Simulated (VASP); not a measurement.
## Geometry relaxation, with input and output: Ir (part 2 of 3)

Ir (2 atoms in the cell); Kohn-Sham DFT of a periodic cell, PBE, VASP PAW PBE potentials, recommended, no spin polarisation (VASP 6.6.1); cutoff 600 eV, 18×18×10 k-mesh, Gaussian smearing of 0.1 eV. The structure derives from a Materials Project entry.

Geometry of the input (Å; fractional positions):
```
2.7514  0.0000  0.0000
-1.3757  2.3828  0.0000
0.0000  0.0000  4.4623
Ir 0.6667  0.3333  0.7500
Ir 0.3333  0.6667  0.2500
```

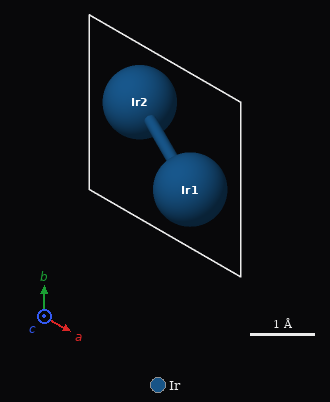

The starting structure (ball-and-stick view of the cell of the calculation, along the c axis; atoms are numbered from 1 in the order of the input). An atom can appear more than once, as a periodic image.

## Parts of OUTCAR, continued
```
   k-points           NKPTS =    222   k-points in BZ     NKDIM =    222   number of bands    NBANDS=     13
   number of dos      NEDOS =    301   number of ions     NIONS =      2
   total plane-waves  NPLWV =  20736
   dimension x,y,z NGX =    24 NGY =   24 NGZ =   36
   dimension x,y,z NGXF=    48 NGYF=   48 NGZF=   72
   ions per type =               2
   NGX,Y,Z   is equivalent  to a cutoff of  14.50, 14.50, 13.41 a.u.
   NGXF,Y,Z  is equivalent  to a cutoff of  29.00, 29.00, 26.82 a.u.
 SYSTEM =  Ir
   PREC   = accura    normal or accurate (medium, high low for compatibility)
   ISTART =      0    job   : 0-new  1-cont  2-samecut
   ICHARG =      2    charge: 1-file 2-atom 10-const
   ISPIN  =      1    spin polarized calculation?
   LNONCOLLINEAR =      F non collinear calculations
   LSORBIT =      F    spin-orbit coupling
   LASPH  =      T    aspherical Exc in radial PAW
   ENCUT  =  600.0 eV  44.10 Ry    6.64 a.u.   5.50  5.50  8.91*2*pi/ulx,y,z
   NELM   =    100;   NELMIN=  2; NELMDL= -5     # of ELM steps
   EDIFF  = 0.1E-05   stopping-criterion for ELM
   LREAL  =      F    real-space projection
   EDIFFG = -.5E-02   stopping-criterion for IOM
   NSW    =    100    number of steps for IOM
   IBRION =      2    ionic relax: 0-MD 1-quasi-New 2-CG
   NFREE  =      1    steps in history (QN), initial steepest desc. (CG)
   ISIF   =      3    stress and relaxation
   ISYM   =      2    0-nonsym 1-usesym 2-fastsym
   POTIM  = 0.5000    time-step for ionic-motion
   TEBEG  =    0.0;   TEEND  =   0.0 temperature during run
   PSTRESS=    0.0 pullay stress
   NELECT =      18.0000    total number of electrons
   NUPDOWN=      -1.0000    fix difference up-down
   EMIN   =  10.00;   EMAX   =-10.00  energy-range for DOS
   EFERMI =   0.00;   METHOD = LEGACY
   ISMEAR =     0;   SIGMA  =   0.10  broadening in eV -4-tet -1-fermi 0-gaus
   EFERMI_NEDOS =   21; number of points for ismear=-14 and -15
   IALGO  =     68    algorithm
   IMIX   =      4    mixing-type and parameters
     AMIX     =   0.40;   BMIX     =  1.00
     AMIX_MAG =   1.60;   BMIX_MAG =  1.00
  volume/ion in A,a.u.               =      14.63        98.71
  Fermi-wavevector in a.u.,A,eV,Ry     =   1.392417  2.631287 26.379323  1.938826
  Thomas-Fermi vector in A             =   2.516162
   LORBIT       =      0    0 simple, 1 ext, 2 COOP (PROOUT), +10 PAW based schemes
   GGA     = PE    functional components
   LHFCALC =     F    Hartree Fock is set to
   AEXX    =    0.0000 exact exchange contribution
   IVDW    =     0    specifies the selected vdW correction
   LEPSILON=     F    determine dielectric tensor
   LRPA    =     F    only Hartree local field effects (RPA)
 conjugate gradient relaxation of ions
 non-spin polarized calculation
 RMM-DIIS sequential band-by-band and
 Gauss-broadening in eV      SIGMA  =   0.10
  energy-cutoff  :      600.00
  volume of cell :       29.25
 maximum number of plane-waves:      1008
 NGX is ok and might be reduce to    24
   NGX = 11   NGY = 11   NGZ = 17

--------------------------------------- Ionic step        1  -------------------------------------------

 number of electron      17.9999998 magnetization

 Free energy of the ion-electron system (eV)
  ---------------------------------------------------
  ext. energy  EPLUGINS =         0.00000000
  ---------------------------------------------------
  free energy    TOTEN  =       -17.55893208 eV

  energy without entropy =      -17.54823669  energy(sigma->0) =      -17.55358439

------------------------ aborting loop because EDIFF is reached ----------------------------------------

  FORCE on cell =-STRESS in cart. coord.  units (eV):
  Direction    XX          YY          ZZ          XY          YZ          ZX
  --------------------------------------------------------------------------------------
  -------------------------------------------------------------------------------------
  Total       -0.1830889     -0.1830889     -0.2402626      0.0000000     -0.0000000      0.0000000
  in kB      -10.0272900    -10.0272900    -13.1585464      0.0000000     -0.0000000      0.0000000
  external PRESSURE =     -11.0710421 kB  Pullay stress =       0.0000000 kB

 VOLUME and BASIS-vectors are now :
 -----------------------------------------------------------------------------
  energy-cutoff  :      600.00
  volume of cell :       29.25
      direct lattice vectors                 reciprocal lattice vectors
     2.751377895  0.000000000  0.000000000     0.363454254  0.209840411  0.000000000
    -1.375688947  2.382763152  0.000000000     0.000000000  0.419680823  0.000000000
     0.000000000  0.000000000  4.462290000     0.000000000  0.000000000  0.224100182

 POSITION                                       TOTAL-FORCE (eV/Angst)
 -----------------------------------------------------------------------------------
      1.37569      0.79425      3.34672         0.000000     -0.000000      0.000000
     -0.00000      1.58851      1.11557        -0.000000      0.000000      0.000000
 -----------------------------------------------------------------------------------
    total drift:                               -0.000000      0.000000     -0.000000

  FREE ENERGIE OF THE ION-ELECTRON SYSTEM (eV)
  ---------------------------------------------------
  free  energy   TOTEN  =       -17.5589320831 eV

  energy  without entropy=      -17.5482366947  energy(sigma->0) =      -17.55358439

--------------------------------------- Ionic step        2  -------------------------------------------

 number of electron      17.9999999 magnetization

------------------------ aborting loop because EDIFF is reached ----------------------------------------

  FORCE on cell =-STRESS in cart. coord.  units (eV):
  Direction    XX          YY          ZZ          XY          YZ          ZX
  --------------------------------------------------------------------------------------
  -------------------------------------------------------------------------------------
  Total        0.7497908      0.7497908      0.8069932      0.0000000     -0.0000000      0.0000000
  in kB       41.6706755     41.6706755     44.8497794      0.0000000     -0.0000000      0.0000000
  external PRESSURE =      42.7303768 kB  Pullay stress =       0.0000000 kB

 VOLUME and BASIS-vectors are now :
 -----------------------------------------------------------------------------
  energy-cutoff  :      600.00
  volume of cell :       28.83
      direct lattice vectors                 reciprocal lattice vectors
     2.739226858  0.000000000  0.000000000     0.365066514  0.210771250  0.000000000
    -1.369613429  2.372240045  0.000000000     0.000000000  0.421542500  0.000000000
     0.000000000 -0.000000000  4.436429005     0.000000000 -0.000000000  0.225406515

 POSITION                                       TOTAL-FORCE (eV/Angst)
 -----------------------------------------------------------------------------------
      1.36961      0.79075      3.32732         0.000000     -0.000000      0.000000
     -0.00000      1.58149      1.10911        -0.000000      0.000000      0.000000
 -----------------------------------------------------------------------------------
    total drift:                               -0.000000      0.000000     -0.000000

  FREE ENERGIE OF THE ION-ELECTRON SYSTEM (eV)
  ---------------------------------------------------
  free  energy   TOTEN  =       -17.5547082945 eV

  energy  without entropy=      -17.5443047741  energy(sigma->0) =      -17.54950653

--------------------------------------- Ionic step        3  -------------------------------------------

 number of electron      17.9999999 magnetization

------------------------ aborting loop because EDIFF is reached ----------------------------------------

  FORCE on cell =-STRESS in cart. coord.  units (eV):
  Direction    XX          YY          ZZ          XY          YZ          ZX
  --------------------------------------------------------------------------------------
  -------------------------------------------------------------------------------------
  Total        0.0210227      0.0210227     -0.0141923      0.0000000      0.0000000      0.0000000
  in kB        1.1548163      1.1548163     -0.7796115      0.0000000      0.0000000      0.0000000
  external PRESSURE =       0.5100071 kB  Pullay stress =       0.0000000 kB

 VOLUME and BASIS-vectors are now :
 -----------------------------------------------------------------------------
  energy-cutoff  :      600.00
  volume of cell :       29.17
      direct lattice vectors                 reciprocal lattice vectors
     2.748887632  0.000000000  0.000000000     0.363783513  0.210030509  0.000000000
    -1.374443816  2.380606521  0.000000000     0.000000000  0.420061019  0.000000000
     0.000000000 -0.000000000  4.456989985     0.000000000 -0.000000000  0.224366670

 POSITION                                       TOTAL-FORCE (eV/Angst)
 -----------------------------------------------------------------------------------
      1.37444      0.79354      3.34274         0.000000     -0.000000      0.000000
     -0.00000      1.58707      1.11425        -0.000000      0.000000      0.000000
 -----------------------------------------------------------------------------------
    total drift:                               -0.000000      0.000000     -0.000000

  FREE ENERGIE OF THE ION-ELECTRON SYSTEM (eV)
  ---------------------------------------------------
  free  energy   TOTEN  =       -17.5591891594 eV

  energy  without entropy=      -17.5485542514  energy(sigma->0) =      -17.55387171

--------------------------------------- Ionic step        4  -------------------------------------------

 number of electron      17.9999999 magnetization

------------------------ aborting loop because EDIFF is reached ----------------------------------------

  FORCE on cell =-STRESS in cart. coord.  units (eV):
  Direction    XX          YY          ZZ          XY          YZ          ZX
  --------------------------------------------------------------------------------------
  -------------------------------------------------------------------------------------
  Total        0.0167381      0.0167381     -0.0192955     -0.0000000      0.0000000      0.0000000
  in kB        0.9193634      0.9193634     -1.0598322     -0.0000000      0.0000000      0.0000000
  external PRESSURE =       0.2596315 kB  Pullay stress =       0.0000000 kB

 VOLUME and BASIS-vectors are now :
 -----------------------------------------------------------------------------
  energy-cutoff  :      600.00
  volume of cell :       29.17
      direct lattice vectors                 reciprocal lattice vectors
     2.748970375  0.000000000  0.000000000     0.363772563  0.210024187  0.000000000
    -1.374485188  2.380678179  0.000000000     0.000000000  0.420048375  0.000000000
     0.000000000 -0.000000000  4.457166088     0.000000000 -0.000000000  0.224357805

 POSITION                                       TOTAL-FORCE (eV/Angst)
 -----------------------------------------------------------------------------------
      1.37449      0.79356      3.34287         0.000000     -0.000000      0.000000
     -0.00000      1.58712      1.11429        -0.000000      0.000000      0.000000
 -----------------------------------------------------------------------------------
    total drift:                               -0.000000      0.000000     -0.000000

  FREE ENERGIE OF THE ION-ELECTRON SYSTEM (eV)
  ---------------------------------------------------
  free  energy   TOTEN  =       -17.5591899527 eV

  energy  without entropy=      -17.5485528818  energy(sigma->0) =      -17.55387142

--------------------------------------- Ionic step        5  -------------------------------------------

 number of electron      17.9999999 magnetization

------------------------ aborting loop because EDIFF is reached ----------------------------------------

  FORCE on cell =-STRESS in cart. coord.  units (eV):
  Direction    XX          YY          ZZ          XY          YZ          ZX
  --------------------------------------------------------------------------------------
  -------------------------------------------------------------------------------------
  Total        0.0199582      0.0199582     -0.0162728      0.0000000      0.0000000      0.0000000
  in kB        1.0961657      1.0961657     -0.8937533      0.0000000      0.0000000      0.0000000
  external PRESSURE =       0.4328593 kB  Pullay stress =       0.0000000 kB

 VOLUME and BASIS-vectors are now :
```
